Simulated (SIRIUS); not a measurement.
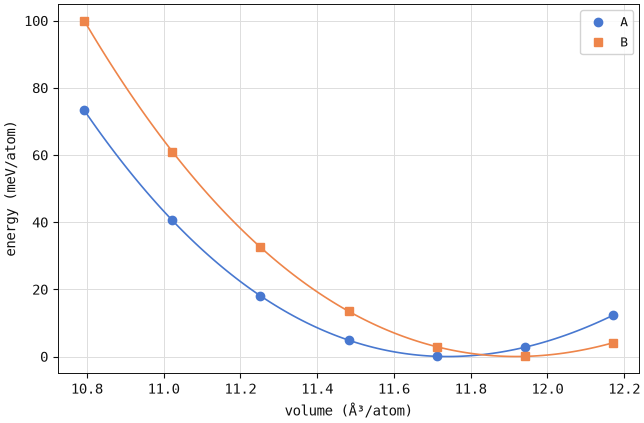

The figure compares two calculations of the energy against volume, each curve from its own zero. The first is for HfN, space group Fm-3m (No. 225).

The cell holds 2 atoms.

Method: plane-wave DFT, no spin polarisation; energies at scaled volumes of the given cell, shape and fractions fixed, counted from the fit's minimum, third-order Birch-Murnaghan fit (SIRIUS 7.12.0). Level: PBE.

k mesh 7×7×7; occupations Fermi–Dirac; smearing width 0.05 eV; potentials dojo sr pbe 0.4.1 standard; wave cutoff 1152 eV; density cutoff 4606 eV.

In the second, the level changes from PBE to RPBE.

> Which of A and B is the second calculation, and what did the change do?

B. The equilibrium volume rises from 11.74 to 11.92 Å³/atom (+1.5 %) and the bulk modulus falls from 265 to 253 GPa (−4.5 %).

V0 and the bulk modulus come from third-order Birch–Murnaghan fits.
